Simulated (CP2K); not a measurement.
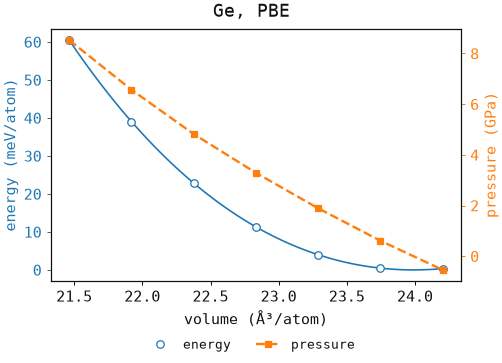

The picture above shows the energy and pressure against volume for Ge, space group P6_3/mmc (No. 194).

Cell as given: a = 3.998 Å, b = 3.998 Å, c = 6.599 Å, α = 90.00°, β = 90.00°, γ = 120.00°; 4 atoms.

How it was computed, with CP2K 2026.2: DFT in Gaussian orbitals with a plane-wave density, no spin polarisation; energies at scaled volumes of the given cell, shape and fractions fixed, counted from the fit's minimum, third-order Birch-Murnaghan fit. Level: PBE.

- k mesh: 8×8×4
- occupations: Fermi–Dirac
- smearing width: 0.05 eV
- potentials: GTH PBE with UZH TZVP basis
- density cutoff: 6123 eV
- program settings: ngrids 5, basis sets Ge TZVP-MOLOPT-PBE-GTH-q4, cutoff ry 450 Ry, rel cutoff ry 60 Ry

**How stiff is the solid, and where is its volume at rest?**

A third-order Birch–Murnaghan fit gives V0 = 23.99 Å³/atom, B0 = 59.4 GPa and B′ = 4.5.

**Read off the course of the pressure.**

It falls from 8.53 GPa at volume 21.46 Å³/atom to −0.54 GPa at 24.20 Å³/atom, and changes sign near 23.99 Å³/atom.

Caveats: shape and atomic fractions are frozen while scaling, which makes layered, chain and framework solids too stiff.
